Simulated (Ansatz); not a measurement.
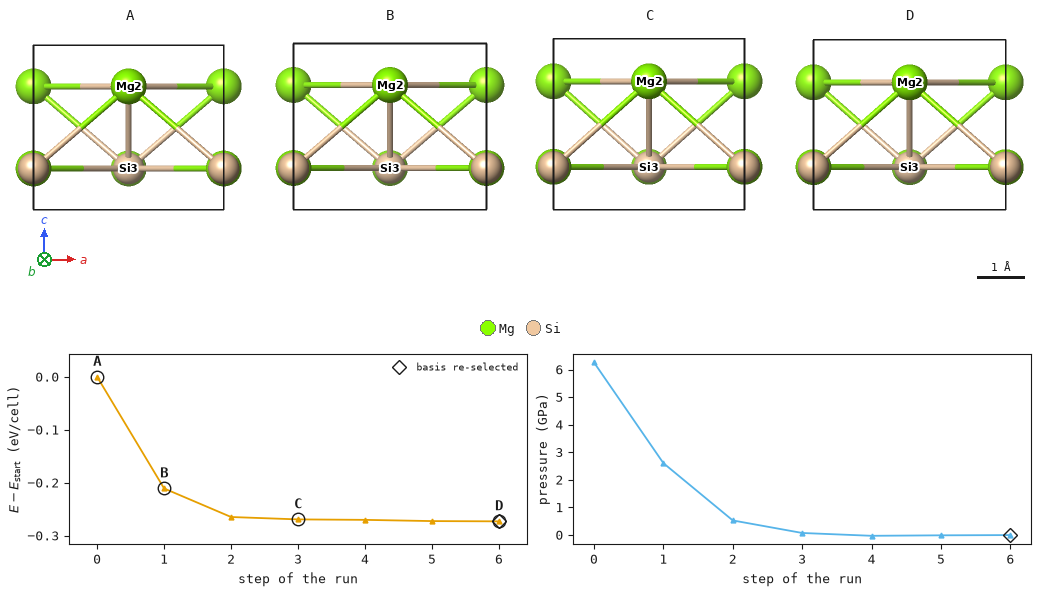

Frames of a relaxation of a crystal of MgSi (a generated structure, set up in Cmcm) (coarse preliminary run), marked on the history of the run. A ball-and-stick model of the conventional cell (2 times the calculation's cell), seen along the b axis. Lengths and directions refer to the drawn axes.

Case: Ca → Mg on all its sites, cell and atoms relaxed.

These are results of DFT PBEsol, scalar-relativistic, plane waves, PAW in Ansatz 0.2.0, not measurements.

Input
```yaml
crystal:
  lattice:
    - [2.0488265573, -4.8822806654, 0.0]
    - [2.0488265573, 4.8822806654, 0.0]
    - [0.0, 0.0, 3.5373079147]
  atoms:
    - { symbol: Mg, position: [0.6395288177, 0.3604711823, 0.25] }
    - { symbol: Mg, position: [0.3604711823, 0.6395288177, 0.75] }
    - { symbol: Si, position: [0.9307758872, 0.0692241128, 0.25] }
    - { symbol: Si, position: [0.0692241128, 0.9307758872, 0.75] }
basis:
  ecutwfc: 420
kpoints:
  mp_grid: { grid: [6, 6, 6] }
hamiltonian:
  xc: pbesol
scf:
  occupations: { method: gaussian, width: 0.1 }
output:
  forces: true
  stress: true
  eigenvalues: true
relax:
  adjacent_minimum: "off"
  f_tol: 0.05
  max_steps: 60
  cell: { stress_tol: 0.5 }
```

Command:
```bash
ansatz run input.yaml --threads 1 --pin off --max-ram 2560MiB --backend cpu --events-out ev --progress --plain --runs-dir out
```

Question: Describe the path.

Answer: Over 5 accepted moves (6 points after the start) the energy falls by 0.273 eV per cell of the calculation. The largest force component goes from 2.1 to 0.011 eV/Å. Pressure: 6.26 GPa at the start and 0.00 GPa at the end. At 1 point the geometry stayed and the basis and grid were re-selected for the new cell (energy shift of 0.5 meV per cell of the calculation at most each time). The largest moves relative to the cell, 0.090 Å, are those of Si3 and Si4. Si3 goes along +b. Largest moves by element: Si 0.090 Å, Mg 0.042 Å. Cell: a 4.098 → 4.141 Å (+1.0 %), b 9.765 → 9.797 Å (+0.3 %), c 3.537 → 3.653 Å (+3.3 %). Volume +4.7 %. Some distances before and after: Si3–Si4 2.226 → 2.387 Å, Mg1–Si3 2.844 → 2.721 Å, Mg1–Si3 (another image) 2.890 → 3.005 Å, Mg1–Si4 2.792 → 2.834 Å. The space group stays Cmcm (No. 63). The run took 18 s on 1 thread of Intel(R) Xeon(R) Platinum 8488C (Sapphire Rapids) (shared host), peak memory 0.42 GiB. From step 0 to 1: Mg atoms move most (0.13 Å), volume +2.4 %, energy −0.211 eV per cell of the calculation. From step 1 to 3: Mg atoms move most (0.09 Å), volume +1.9 %, energy −58.4 meV per cell of the calculation. From step 3 to 6: volume +0.4 %, energy −3.7 meV per cell of the calculation.

| step | E − E(0), meV/atom | largest force component, eV/Å | pressure, GPa | volume, Å³/atom | note |
| --- | --- | --- | --- | --- | --- |
| 0 | 0.00 | 2.0777 | 6.26 | 17.692 |  |
| 1 | -52.72 | 0.4528 | 2.60 | 18.115 |  |
| 2 | -66.20 | 0.2646 | 0.53 | 18.507 |  |
| 3 | -67.33 | 0.0249 | 0.07 | 18.460 |  |
| 4 | -67.55 | 0.0950 | -0.03 | 18.497 |  |
| 5 | -68.13 | 0.0114 | -0.01 | 18.526 |  |
| 6 | -68.25 | 0.0113 | 0.00 | 18.526 | same geometry, new basis |
